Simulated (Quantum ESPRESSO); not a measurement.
# GaN (F-43m): modes at Γ and the response to a field, part 2 of 4

Which modes does GaN (F-43m) have at the zone centre?

Quantum ESPRESSO 7.5; DFT LDA, scalar-relativistic, plane waves, PseudoDojo norm-conserving pseudopotentials.

So far. Step 2 (A first look): A gap of 1.8 eV opens on this mesh, so the crystal is taken as an insulator; the start stands at -6.9 GPa. Step 4 (Ground state): The cell stands at 0.031 GPa, close enough for phonons.

### Step 5. Linear response at Γ

At q = 0 one unit cell holds all displacements; symmetry groups them into irreducible representations that are solved one by one. The response to a field gives ε∞ and the Born charges, which polar modes need.

The input, ph.in:

```
phonons
&inputph
   prefix = 'x'
   outdir = './tmp'
   fildyn = 'g.dyn'
   tr2_ph = 1.0d-18
   epsil = .true.
/
0.000000000000 0.000000000000 0.000000000000
```

Launch:

```console
$ OMP_NUM_THREADS=1 mpirun -n 4 ph.x -nk 4 -in ph.in > ph.out
```

The log of the run:

```text
[banners, grids, parts of the stress and lines that vanish by symmetry left out]
[banner, memory and clock lines left out]
Program PHONON v.7.5

     ./tmp/x.save/

     IMPORTANT: XC functional enforced from input :
     Exchange-correlation= PW
                           (   1   4   0   0   0   0   0)
     Any further DFT definition will be discarded
     Please, verify this is what you really want

     G-vector sticks info

     Reading collected, re-writing distributed wavefunctions in ./tmp/

     Number and degeneracy of irreps per q-point
       N         xq(1)         xq(2)         xq(3)   N irreps
       1   0.000000000   0.000000000   0.000000000       2
        3   3

     Calculation of q =    0.0000000   0.0000000   0.0000000

     phonons

     bravais-lattice index     =            2
     lattice parameter (alat)  =       8.4146  a.u.
     unit-cell volume          =     148.9510 (a.u.)^3
     number of atoms/cell      =            2
     number of atomic types    =            2
     kinetic-energy cut-off    =      92.0000  Ry
     charge density cut-off    =     368.0000  Ry
     convergence threshold     =      1.0E-18
     beta                      =       0.7000
     number of iterations used =            4
     Exchange-correlation= PW
                           (   1   4   0   0   0   0   0)

     celldm(1)=    8.41462  celldm(2)=    0.00000  celldm(3)=    0.00000
     celldm(4)=    0.00000  celldm(5)=    0.00000  celldm(6)=    0.00000

     crystal axes: (cart. coord. in units of alat)
               a(1) = ( -0.5000  0.0000  0.5000 )
               a(2) = (  0.0000  0.5000  0.5000 )
               a(3) = ( -0.5000  0.5000  0.0000 )

     reciprocal axes: (cart. coord. in units 2 pi/alat)
               b(1) = ( -1.0000 -1.0000  1.0000 )
               b(2) = (  1.0000  1.0000  1.0000 )
               b(3) = ( -1.0000  1.0000 -1.0000 )

     Atoms inside the unit cell:

     Cartesian axes

     site n.  atom      mass           positions (alat units)
        1  Ga     69.7230   tau(    1) = (    0.00000    0.00000    0.00000  )
        2  N      14.0070   tau(    2) = (   -0.75000    0.75000    0.75000  )

     Computing dynamical matrix for
                    q = (   0.0000000   0.0000000   0.0000000 )

     25 Sym.Ops. (with q -> -q+G )

     G cutoff =  660.0200  (  17933 G-vectors)     FFT grid: ( 40, 40, 40)
     number of k points=    72
                       cart. coord. in units 2pi/alat
        k(    1) = (   0.0000000   0.0000000   0.0000000), wk =   0.0011574
        k(    2) = (  -0.0833333   0.0833333  -0.0833333), wk =   0.0092593
        k(    3) = (  -0.1666667   0.1666667  -0.1666667), wk =   0.0092593
        [... further k-points left out ...]

     PseudoPot. # 1 for Ga read from file:
     ./pseudo/Ga.upf
     Pseudo is Norm-conserving + core correction, Zval = 13.0
     Using radial grid of 1858 points,  6 beta functions with:
                l(1) =   0
                l(2) =   0
                l(3) =   1
                l(4) =   1
                l(5) =   2
                l(6) =   2

     PseudoPot. # 2 for N  read from file:
     ./pseudo/N.upf
     Pseudo is Norm-conserving + core correction, Zval =  5.0
     Using radial grid of 1058 points,  4 beta functions with:
                l(1) =   0
                l(2) =   0
                l(3) =   1
                l(4) =   1

     Mode symmetry, T_d (-43m)  point group:

     Electric field:
     Dielectric constant
     Born effective charges as d Force / d E

     Atomic displacements:
     There are    2 irreducible representations

     Representation     1      3 modes -  To be done

     Representation     2      3 modes -  To be done

     Alpha used in Ewald sum =   2.8000

     Electric Fields Calculation

      iter #   1   av.it.:   8.0
      thresh= 1.000E-02 alpha_mix =  0.700 |ddv_scf|^2 =  1.914E-08

      iter #   2   av.it.:  16.7
      thresh= 1.384E-05 alpha_mix =  0.700 |ddv_scf|^2 =  1.236E-09

      iter #   3   av.it.:  16.6
      thresh= 3.516E-06 alpha_mix =  0.700 |ddv_scf|^2 =  7.569E-11

      iter #   4   av.it.:  16.6
      thresh= 8.700E-07 alpha_mix =  0.700 |ddv_scf|^2 =  7.528E-13

      iter #   5   av.it.:  15.8
      thresh= 8.677E-08 alpha_mix =  0.700 |ddv_scf|^2 =  3.144E-14

      iter #   6   av.it.:  15.6
      thresh= 1.773E-08 alpha_mix =  0.700 |ddv_scf|^2 =  2.419E-16

      iter #   7   av.it.:  16.1
      thresh= 1.555E-09 alpha_mix =  0.700 |ddv_scf|^2 =  7.189E-18

      iter #   8   av.it.:  16.6
      thresh= 2.681E-10 alpha_mix =  0.700 |ddv_scf|^2 =  2.605E-20

     End of electric fields calculation

          Dielectric constant in cartesian axis

          (       5.764066892      -0.000000000       0.000000000 )
          (      -0.000000000       5.764066892      -0.000000000 )
          (      -0.000000000      -0.000000000       5.764066892 )

          Effective charges (d Force / dE) in cartesian axis without acoustic sum rule applied (asr)

           atom    1  Ga    Mean Z*:        2.64527
      Ex  (        2.64527       -0.00000       -0.00000 )
      Ey  (       -0.00000        2.64527        0.00000 )
      Ez  (       -0.00000        0.00000        2.64527 )
           atom    2  N     Mean Z*:       -2.64579
      Ex  (       -2.64579        0.00000        0.00000 )
      Ey  (        0.00000       -2.64579       -0.00000 )
      Ez  (       -0.00000       -0.00000       -2.64579 )

          Effective charges Sum: Mean:       -0.00052
             -0.00052       -0.00000       -0.00000
             -0.00000       -0.00052        0.00000
             -0.00000        0.00000       -0.00052

          Effective charges (d Force / dE) in cartesian axis with asr applied:
           atom    1  Ga    Mean Z*:        2.64553
      E*x (        2.64553       -0.00000       -0.00000 )
      E*y (       -0.00000        2.64553        0.00000 )
      E*z (       -0.00000        0.00000        2.64553 )
           atom    2  N     Mean Z*:       -2.64553
      E*x (       -2.64553        0.00000        0.00000 )
      E*y (        0.00000       -2.64553       -0.00000 )
      E*z (        0.00000       -0.00000       -2.64553 )

     Representation #   1 modes #   1   2   3

     Self-consistent Calculation

      iter #   1   av.it.:   8.9
      thresh= 1.000E-02 alpha_mix =  0.700 |ddv_scf|^2 =  3.922E-07

      iter #   2   av.it.:  16.0
      thresh= 6.263E-05 alpha_mix =  0.700 |ddv_scf|^2 =  7.717E-09

      iter #   3   av.it.:  16.6
      thresh= 8.785E-06 alpha_mix =  0.700 |ddv_scf|^2 =  2.233E-10

      iter #   4   av.it.:  16.5
      thresh= 1.494E-06 alpha_mix =  0.700 |ddv_scf|^2 =  1.162E-11

      iter #   5   av.it.:  16.2
      thresh= 3.408E-07 alpha_mix =  0.700 |ddv_scf|^2 =  1.033E-13

      iter #   6   av.it.:  16.0
      thresh= 3.214E-08 alpha_mix =  0.700 |ddv_scf|^2 =  4.299E-16

[...]
End of self-consistent calculation

     Convergence has been achieved

     Representation #   2 modes #   4   5   6

     Self-consistent Calculation

[...]
iter #   2   av.it.:  17.1
      thresh= 2.239E-04 alpha_mix =  0.700 |ddv_scf|^2 =  6.987E-07

      iter #   3   av.it.:  16.7
      thresh= 8.359E-05 alpha_mix =  0.700 |ddv_scf|^2 =  2.235E-09

      iter #   4   av.it.:  16.8
      thresh= 4.728E-06 alpha_mix =  0.700 |ddv_scf|^2 =  1.442E-11

      iter #   5   av.it.:  16.1
      thresh= 3.798E-07 alpha_mix =  0.700 |ddv_scf|^2 =  4.435E-14

      iter #   6   av.it.:  16.2
      thresh= 2.106E-08 alpha_mix =  0.700 |ddv_scf|^2 =  7.463E-16

      iter #   7   av.it.:  16.1
      thresh= 2.732E-09 alpha_mix =  0.700 |ddv_scf|^2 =  6.812E-18

      iter #   8   av.it.:  16.1
      thresh= 2.610E-10 alpha_mix =  0.700 |ddv_scf|^2 =  1.908E-19

     End of self-consistent calculation

     Convergence has been achieved

     Number of q in the star =    1
     List of q in the star:
          1   0.000000000   0.000000000   0.000000000

          Dielectric constant in cartesian axis

          (       5.764066892      -0.000000000       0.000000000 )
          (      -0.000000000       5.764066892      -0.000000000 )
          (      -0.000000000      -0.000000000       5.764066892 )

          Effective charges (d Force / dE) in cartesian axis without acoustic sum rule applied (asr)

           atom    1  Ga    Mean Z*:        2.64527
      Ex  (        2.64527       -0.00000       -0.00000 )
      Ey  (       -0.00000        2.64527        0.00000 )
      Ez  (       -0.00000        0.00000        2.64527 )
           atom    2  N     Mean Z*:       -2.64579
      Ex  (       -2.64579        0.00000        0.00000 )
      Ey  (        0.00000       -2.64579       -0.00000 )
      Ez  (       -0.00000       -0.00000       -2.64579 )

          Effective charges Sum: Mean:       -0.00052
             -0.00052       -0.00000       -0.00000
             -0.00000       -0.00052        0.00000
             -0.00000        0.00000       -0.00052

          Effective charges (d Force / dE) in cartesian axis with asr applied:
           atom    1  Ga    Mean Z*:        2.64553
      E*x (        2.64553       -0.00000       -0.00000 )
      E*y (       -0.00000        2.64553        0.00000 )
      E*z (       -0.00000        0.00000        2.64553 )
           atom    2  N     Mean Z*:       -2.64553
      E*x (       -2.64553        0.00000        0.00000 )
      E*y (        0.00000       -2.64553       -0.00000 )
      E*z (        0.00000       -0.00000       -2.64553 )

     Diagonalizing the dynamical matrix

     q = (    0.000000000   0.000000000   0.000000000 )

 **************************************************************************
     freq (    1) =       0.041894 [THz] =       1.397444 [cm-1]
     freq (    2) =       0.041894 [THz] =       1.397444 [cm-1]
     freq (    3) =       0.041894 [THz] =       1.397444 [cm-1]
     freq (    4) =      16.606316 [THz] =     553.927071 [cm-1]
     freq (    5) =      16.606316 [THz] =     553.927071 [cm-1]
     freq (    6) =      16.606316 [THz] =     553.927071 [cm-1]
 **************************************************************************

     Mode symmetry, T_d (-43m)  point group:

     freq (   1-   3) =          1.4  [cm-1]   --> T_2  G_15 P_4   I+R
     freq (   4-   6) =        553.9  [cm-1]   --> T_2  G_15 P_4   I+R
```

It took 3.2 min on 4 MPI ranks of Intel Xeon Platinum 8375C at 2.90GHz (Ice Lake), shared host; 13 min of CPU time.

This step gave:

```
miss of the charge sum rule                                       : 5.20e-4 e
largest acoustic frequency at the zone centre before the sum rule : 1.4 cm⁻¹
highest optical zone-centre mode (no LO-TO term)                  : 553.9 cm⁻¹
lowest optical zone-centre mode                                   : 553.9 cm⁻¹
mean high-frequency dielectric constant                           : 5.764
largest Born charge in size (third of the trace)                  : 2.646 e
```

Born charge (rows field, columns displacement), before the sum rule (e), principal values of the symmetric part by kind of site:

```csv
atom,atoms with these values,low,middle,high,mean
Ga1,1,2.65,2.65,2.65,2.65
N2,1,-2.65,-2.65,-2.65,-2.65
```

In full for N2:

```
-2.65  0.00  0.00
 0.00 -2.65  0.00
 0.00  0.00 -2.65
```

High-frequency dielectric tensor:

```
5.76 0.00 0.00
0.00 5.76 0.00
0.00 0.00 5.76
```

The acoustic modes at Γ come out as far as 1.4 cm⁻¹ from zero, where they should vanish, a small numerical error; the Born charges miss their sum rule by 5.2e-4 e, which is good.

### Step 6. Zone-centre analysis

A rigid shift of the crystal must cost nothing, but grids and finite bases break this; the acoustic sum rule is imposed before the matrix is diagonalised again. With Born charges the intensities follow, and the static dielectric tensor.

The input, dynmat.in:

```
&input
   fildyn = 'g.dyn'
   asr = 'simple'
   fileig = 'dynmat.eig'
   lperm = .true.
/
```

Launch:

```console
$ dynmat.x -in dynmat.in > dynmat.out
```

The log of the run:

```text
[banner, memory and clock lines left out]
Program DYNMAT v.7.5

     Reading Dynamical Matrix from file g.dyn
     ...Force constants read
     ...epsilon and Z* read
     A direction for q was not specified:TO-LO splitting will be absent

     Polarizability (A^3 units)
     multiply by 0.386395 for Clausius-Mossotti correction
         8.367870   -0.000000   -0.000000
        -0.000000    8.367870   -0.000000
         0.000000   -0.000000    8.367870

     IR activities are in (D/A)^2/amu units

# mode   [cm-1]    [THz]      IR
    1     -0.00   -0.0000    0.0000
    2     -0.00   -0.0000    0.0000
    3      0.00    0.0000    0.0000
    4    553.92   16.6061   13.8438
    5    553.92   16.6061   13.8438
    6    553.92   16.6061   13.8438

Electronic dielectric permittivity tensor (relative, adimensional)
         5.764067   -0.000000   -0.000000
        -0.000000    5.764067   -0.000000
         0.000000   -0.000000    5.764067

 ... with zone-center polar mode contributions
        10.123853    0.000000    0.000000
         0.000000   10.123853    0.000000
         0.000000    0.000000   10.123853
```

Elapsed: 0.59 s, on 1 thread.

This step gave:

```yaml
mean_static_dielectric_constant: 10.12
```

Unit eigenvectors of the mass-weighted matrix after the sum rule; no LO-TO term. Modes at Γ, with each element's share of the kinetic energy:

```csv
mode,frequency (cm⁻¹),symmetry,Ga %,N %
1,0.0,acoustic,83,17
2,0.0,acoustic,83,17
3,0.0,acoustic,83,17
4,553.9,T2,17,83
5,553.9,T2,17,83
6,553.9,T2,17,83
```

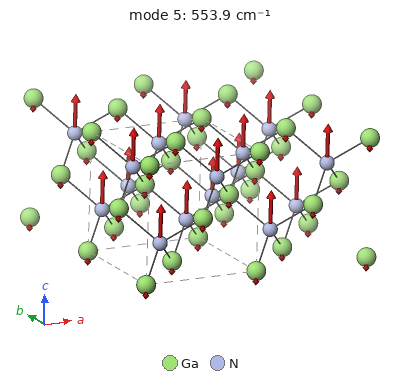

Displacement patterns of mode 5 at Γ; arrows are exaggerated. Bonds to atoms that aren't drawn are left out. 2×2×1 conventional cells are drawn. Some periodic images of atoms are drawn too.

Degenerate modes summed, no LO-TO term. Lines of the infrared spectrum (strongest = 100):

```csv
position (cm⁻¹),lines merged,label,"IR intensity, relative"
554,3,T2,100
```

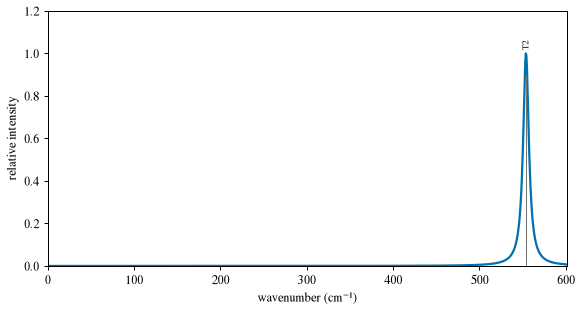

The infrared spectrum, broadened with Lorentzians of width 8 cm⁻¹; bars mark the lines.

Static dielectric tensor (ions relaxed, fixed cell):

```
10.12  0.00  0.00
 0.00 10.12  0.00
 0.00  0.00 10.12
```

The rule moves no optical mode by more than 0.1 cm⁻¹.

### Step 7. The LO-TO splitting (1 0 0)

A longitudinal polar mode sets up a macroscopic field that stiffens it; the term hangs on the direction from which q goes to zero.

The input, dynmat.in:

```
&input
   fildyn = 'g.dyn'
   asr = 'simple'
   fileig = 'dynmat.eig'
   q(1) = 1.0
   q(2) = 0.0
   q(3) = 0.0
/
```

Launch:

```console
$ dynmat.x -in dynmat.in > dynmat.out
```

The log of the run:

```text
[banner, memory and clock lines left out]
Program DYNMAT v.7.5

     Reading Dynamical Matrix from file g.dyn
     ...Force constants read
     ...epsilon and Z* read

     Polarizability (A^3 units)
     multiply by 0.386395 for Clausius-Mossotti correction
         8.367870   -0.000000   -0.000000
        -0.000000    8.367870   -0.000000
         0.000000   -0.000000    8.367870

     IR activities are in (D/A)^2/amu units

# mode   [cm-1]    [THz]      IR
    1     -0.00   -0.0000    0.0000
    2     -0.00   -0.0000    0.0000
    3      0.00    0.0000    0.0000
    4    553.92   16.6061   13.8438
    5    553.92   16.6061   13.8438
    6    734.10   22.0078   13.8438
```

Run time: 0.58 s. Hardware: 1 thread.

Numbers from this step:

```
highest mode moved by the LO-TO term : 734.1 cm⁻¹
```

Zone-centre frequencies as printed; negative means imaginary. Modes:

```csv
mode,frequency (cm⁻¹)
1,0
2,0
3,0
4,553.9
5,553.9
6,734.1
```

The field moves one mode, from 554 to 734 cm⁻¹; the others stay.

### Step 8. Self-consistent run for the response, volume × 0.94

Bonds stiffen under compression, so frequencies follow the volume; the atoms are not relaxed anew.

The input, scf.in:

```
&control
   calculation = 'scf'
   prefix = 'x'
   outdir = './tmp'
   pseudo_dir = './pseudo'
   tprnfor = .true.
   tstress = .true.
/
&system
   ibrav = 2
   celldm(1) = 8.24284507
   nat = 2
   ntyp = 2
   ecutwfc = 92.0
   occupations = 'fixed'
   nbnd = 11
/
&electrons
   conv_thr = 1.0d-12
   mixing_beta = 0.7
   electron_maxstep = 100
/
ATOMIC_SPECIES
 Ga     69.7230  Ga.upf
 N      14.0070  N.upf
ATOMIC_POSITIONS crystal
 Ga     0.000000000   0.000000000   0.000000000
 N      0.750000000   0.750000000   0.750000000
K_POINTS automatic
 12 12 12 0 0 0
```

Launch:

```console
$ OMP_NUM_THREADS=1 mpirun -n 4 pw.x -nk 4 -in scf.in > scf.out
```

The log of the run:

```text
[banners, grids, parts of the stress and lines that vanish by symmetry left out]
[banner, memory and clock lines left out]
Program PWSCF v.7.5

[...]
kinetic-energy cutoff     =      92.0000  Ry
     charge density cutoff     =     368.0000  Ry
     scf convergence threshold =      1.0E-12
[...]
Exchange-correlation= SLA  PW   NOGX NOGC
                           (   1   4   0   0   0   0   0)
[...]
24 Sym. Ops. (no inversion) found
[...]
number of k points=    72
[...]
End of self-consistent calculation
[...]
highest occupied, lowest unoccupied level (ev):    11.8875   14.3083
!    total energy              =    -173.54532909 Ry
[...]
convergence has been achieved in  16 iterations
[...]
atom    1 type  1   force =     0.00000000    0.00000000    0.00000000
     atom    2 type  2   force =     0.00000000    0.00000000   -0.00000000
     Total force =     0.000000     Total SCF correction =     0.000000
[...]
total   stress  (Ry/bohr**3)                   (kbar)     P=      143.90
[...]
XML data file, charge density, pseudopotentials, collected wavefunctions
```

Wall time 8 s (4 MPI ranks); 31 s of CPU time.

Numbers from this step:

```yaml
volume_per_atom: 10.37 Å³
pressure: 14.39 GPa
gap_on_the_k_mesh: 2.421 eV
```

[end of part 2 of 4]

[Host names and launcher messages were left out of these logs when they were recorded.]

[Logs are printed without paths, hosts, clocks, repeated set-up lines and the standing remarks that a program may print on its own settings, such as how far it seeks lower states.]

[Hosts, paths, dates, database ids (printed as entryN), source tags and the programs' standing remarks are cut or masked in the printed files.]
